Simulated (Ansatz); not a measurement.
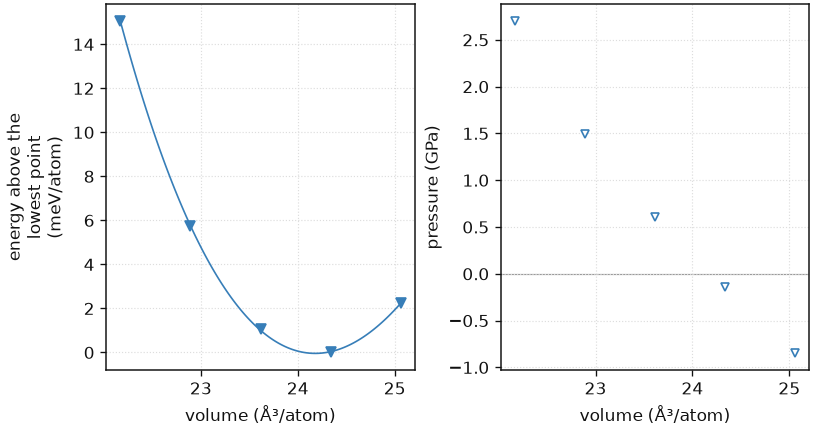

Calculation (Ansatz 0.2.0 development build): equation of state of a cubic crystal from periodic Kohn-Sham density functional theory without spin, third-order Birch-Murnaghan fit to the free energies; pressure corrected for the finite basis. Level: r2SCAN.

```json
{"setting": "structure type", "value": "fcc"}
{"setting": "atoms in cell", "value": "1"}
{"setting": "space group number", "value": "225"}
{"setting": "lattice centring", "value": "face-centred primitive"}
{"setting": "k mesh", "value": "13×13×13"}
{"setting": "occupation method", "value": "Fermi–Dirac"}
{"setting": "occupation width", "value": "0.1 eV"}
{"setting": "wave cutoff", "value": "280 eV"}
{"setting": "datasets", "value": "all-electron datasets"}
{"setting": "density tolerance", "value": "1e-09 eV"}
{"setting": "bands", "value": "18"}
{"setting": "density cutoff ratio", "value": "7"}
{"setting": "nucleus", "value": "point"}
{"setting": "search for lower states", "value": "default"}
```

**Figure.** Energy above the lowest point and pressure against volume for Pr, space group Fm-3m (No. 225) (one of a set of cubic test structures, which need not be the stable phase).

A third-order Birch–Murnaghan fit gives V0 = 24.18 Å³/atom, B0 = 24.3 GPa and B′ = 5.0. The energy above the lowest point is 15.1 meV/atom at volume 22.17 Å³/atom and 2.2 meV/atom at 25.06 Å³/atom; the lowest computed point is at volume 24.34 Å³/atom (0.0 meV/atom), and no other minimum shows. The pressure falls from 2.700 GPa at volume 22.17 Å³/atom to −0.850 GPa at 25.06 Å³/atom, and changes sign near 24.20 Å³/atom.

Note: cubic model structure, not the ambient form; open f shell treated without spin; open f shell, state may not be the lowest.

Input of one of the runs behind the figure:
```
crystal:
  lattice:
    - [0.0, 2.277126374841, 2.277126374841]
    - [2.277126374841, 0.0, 2.277126374841]
    - [2.277126374841, 2.277126374841, 0.0]
  atoms:
    - { symbol: Pr, position: [0, 0, 0] }
kpoints:
  mp_grid: { grid: [13, 13, 13] }
hamiltonian:
  xc: r2scan
  pseudopotentials:
    kind: all_electron
    relativity: scalar
    datasets: crystal
    dataset_attempts: all
    nuclear_model: point
scf:
  occupations: { method: fermi_dirac, width: 0.1 }
  convergence: { dr2_threshold: "1e-9 eV" }
  max_iter: 300
output:
  forces: true
  stress: true
```

Run as:
```bash
ansatz run input.yaml --threads 1
```
